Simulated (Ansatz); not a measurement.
**Boron, alpha-rhombohedral (B12): B3LYP after BLYP**

How do the levels change when part of the exchange is made exact, and what does it cost? Spin polarisation is left out. The geometry was relaxed under BLYP beforehand and is kept. Exact exchange is dear, so the k-mesh is coarse, and BLYP is run on the same mesh for comparison.

Computed with Ansatz 0.2.0 (DFT, plane waves (420 eV) with PBE-made PAW files, scalar-relativistic; functionals as named at each step, unless a step says otherwise).

## (1) The structure to begin with

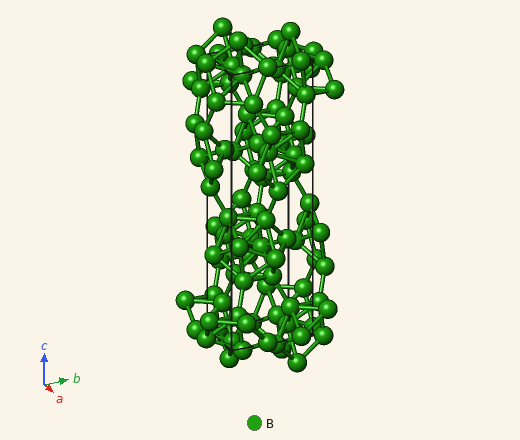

The structure, seen slightly off an axis (boron green). The conventional cell is drawn; the run uses a primitive one. Any atoms on the faces are drawn again on the opposite ones, and bonded neighbours outside are added.

Structure file:

```
B
1.0
     2.47048    1.42633    4.19666
    -2.47048    1.42633    4.19666
     0.00000   -2.85266    4.19666
B
12
Direct
  0.00900 0.65516 0.00900
  0.00900 0.00900 0.65516
  0.65516 0.00900 0.00900
  0.99100 0.34484 0.99100
  0.34484 0.99100 0.99100
  0.99100 0.99100 0.34484
  0.21918 0.63361 0.21918
  0.21918 0.21918 0.63361
  0.63361 0.21918 0.21918
  0.78082 0.36639 0.78082
  0.36639 0.78082 0.78082
  0.78082 0.78082 0.36639
```

## (2) BLYP, coarse mesh

The run with BLYP.

The input, input.yaml:

```yaml
crystal:
  lattice:
    - [2.4704756326, 1.4263297715, 4.1966571385]
    - [-2.4704756326, 1.4263297715, 4.1966571385]
    - [0.0, -2.852659543, 4.1966571385]
  atoms:
    - { symbol: B, position: [0.0090039492, 0.6551611284, 0.0090039492] }
    - { symbol: B, position: [0.0090039492, 0.0090039492, 0.6551611284] }
    - { symbol: B, position: [0.6551611284, 0.0090039492, 0.0090039492] }
    - { symbol: B, position: [0.9909960508, 0.3448388716, 0.9909960508] }
    - { symbol: B, position: [0.3448388716, 0.9909960508, 0.9909960508] }
    - { symbol: B, position: [0.9909960508, 0.9909960508, 0.3448388716] }
    - { symbol: B, position: [0.2191802933, 0.6336087794, 0.2191802933] }
    - { symbol: B, position: [0.2191802933, 0.2191802933, 0.6336087794] }
    - { symbol: B, position: [0.6336087794, 0.2191802933, 0.2191802933] }
    - { symbol: B, position: [0.7808197067, 0.3663912206, 0.7808197067] }
    - { symbol: B, position: [0.3663912206, 0.7808197067, 0.7808197067] }
    - { symbol: B, position: [0.7808197067, 0.7808197067, 0.3663912206] }
hamiltonian:
  xc: blyp
  pseudopotentials:
    kind: paw
    azcp:
      B: "pseudopotentials/B.paw.azcp"
basis:
  ecutwfc: 420
  fft_grid_basis: typed
kpoints:
  mp_grid: { grid: [3, 3, 3], shift: [0, 0, 0] }
magnetization:
  spin_polarized: false
scf:
  occupations: { method: fermi_dirac, width: 0.1 }
```

Output, shortened:

```text
Warning: RAYON_NUM_THREADS=8 ignored (pool sized by the plan → 8); use --threads N
[...]
Pseudopotentials: kind: paw
Pseudopotential: B, paw, valence charge 3, recommended cutoff 420 eV (normal), <dir>
Functional definition: BLYP
[...]
Crystal: 12 atoms, lattice volume = 88.727 Å³
Basis set: ecut = 420 eV, 1761 PW (Γ), exchange–correlation on 72×72×72 points (8 copies of the dense FFT grid, shifted against one another)
Bands: 30, of which v1, the nominal top of the filled ones, is band 18 counted from 1 (17 counted from 0)
Symmetry: 12 space group operations
Space group: R-3m (ITA 166), of the structure as read, at distance tolerance 4.5e-5 Å
k-points: 6 of 27
[...]
SCF iter   1: F=—  HF=-1875.479294 eV  |F-HF|=—  |Δ(HF+E_count)|=         —  Δρ=1.29e-2  dr2=1.50e-1  ethr=1.77e-3  ⟨swp⟩=7.0  Hψ=904  notcnv=0  defer=6
[...]
SCF iter   7: F=-1875.421697 eV  HF=-1875.421697 eV  |F-HF|=2.63e-9  |Δ(HF+E_count)|=   1.90e-7  Δρ=3.41e-6  dr2=9.65e-9  ethr=2.78e-10  ⟨swp⟩=2.5  Hψ=318  notcnv=0
[...]
SCF converged after 7 iterations
Free energy (F): -1875.421697 eV
[...]
E sigma→0 (E₀):  -1875.421683 eV
Entropy (-TS):   -0.000028 eV (-0.002 meV/atom)
Fermi energy:    9.846753 eV
[...]
```

It took 0.55 s on 8 threads of an Arm CPU, shared host; peak memory 0.36 GiB.

## (3) B3LYP on the coarse mesh

The run with B3LYP.

input.yaml, as its differences from that of step 2:

```diff
@@ -19,3 +19,3 @@
 hamiltonian:
-  xc: blyp
+  xc: b3lyp
   pseudopotentials:
```

Output, shortened:

```text
Warning: RAYON_NUM_THREADS=8 ignored (pool sized by the plan → 8); use --threads N
[...]
Pseudopotentials: kind: paw
Pseudopotential: B, paw, valence charge 3, recommended cutoff 420 eV (normal), <dir>
Functional definition: B3LYP
[...]
Crystal: 12 atoms, lattice volume = 88.727 Å³
Basis set: ecut = 420 eV, 1761 PW (Γ), exchange–correlation on 72×72×72 points (8 copies of the dense FFT grid, shifted against one another)
Bands: 30, of which v1, the nominal top of the filled ones, is band 18 counted from 1 (17 counted from 0)
Symmetry: 12 space group operations
Space group: R-3m (ITA 166), of the structure as read, at distance tolerance 4.5e-5 Å
k-points: 6 of 27
[...]
SCF iter   1: F=—  HF=-1878.121075 eV  |F-HF|=—  |Δ(HF+E_count)|=         —  Δρ=1.24e-2  dr2=1.42e-1  ethr=1.77e-3  ⟨swp⟩=7.8  Hψ=888  notcnv=0
[...]
SCF 1 stopped early in 4 iterations: F = -1878.069054 eV  dr2 = 1.16e-4
[...]
Frozen-core exchange: fock
[...]
hybrid outer 2: dexx = +1.117e-7 eV, tail = 7.47e-8 eV, Δε = 1.55e-3 eV (about 1.60e-4 eV left of the loop's levels)
hybrid SCF converged: 2 outer / 7 inner (+4 warm-up), last move |dexx| = 1.12e-7 eV, tail = 7.47e-8 eV
Stability not checked: this state was not tested for a lower state beside it, because the functional holds exact exchange (a hybrid, or Hartree-Fock), whose exchange loop this test does not read (fock_operator; see scf.lower_state_search)
Free energy (F): -1880.728465 eV
Frozen-core exchange: fock
[...]
E sigma→0 (E₀):  -1880.728464 eV
Entropy (-TS):   -0.000000 eV (-0.000 meV/atom)
Fermi energy:    9.626148 eV
[...]
--- Band table (eV; the first three rows and the last of 6) ---
  k-point 0: bands = ["-8.9214", "-2.9475", "-2.6782", "-2.6782", "-1.1765", "-0.6233", "-0.6233", "-0.3697", "1.3526", "1.3526", "1.6853", "2.6591", "3.8176", "3.8176", "7.0087", "7.2440", "7.2440", "7.8650", "11.1691"]
[...]
  guard bands above this table: 11 of the run's 30 bands. The solve was not asked for them (output.publish_guard_bands: true or output.eigenvalues: true publishes all)
```

Wall time 3.5 s (8 threads of an Arm CPU, shared host); peak memory 0.7 GiB.

## (4) The functionals compared

```csv
functional,gap on the mesh,Fermi energy (eV),SCF cycles,exchange loops,CPU time
BLYP,2.01 eV,9.847,7,-,2.2 s
B3LYP,3.04 eV,9.626,11,2,19 s
```

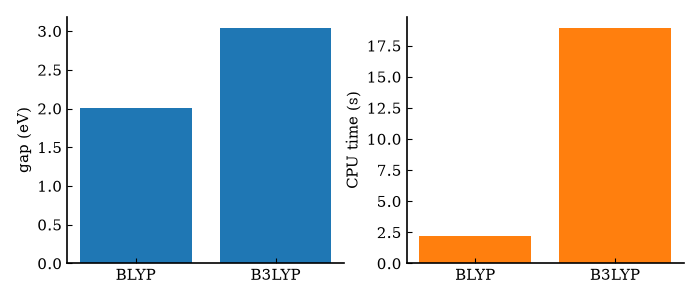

Gap and CPU time by functional.

## (5) Results

| quantity | value |
| --- | --- |
| BLYP: gap | 2.01 eV |
| B3LYP: gap | 3.04 eV |
| B3LYP: SCF cycles, exchange loops | 11, 2 |
| B3LYP: CPU time over that of BLYP | 8.6 |

What this shows: The gap goes from 2.01 eV under BLYP to 3.04 eV under B3LYP. B3LYP cost 8.6 times the CPU time of BLYP. B3LYP needed 2 outer loops of the exchange operator. Band edges may lie between mesh points, so the true gap at this level can be smaller. The total energies in the logs cannot be compared from one functional to another.
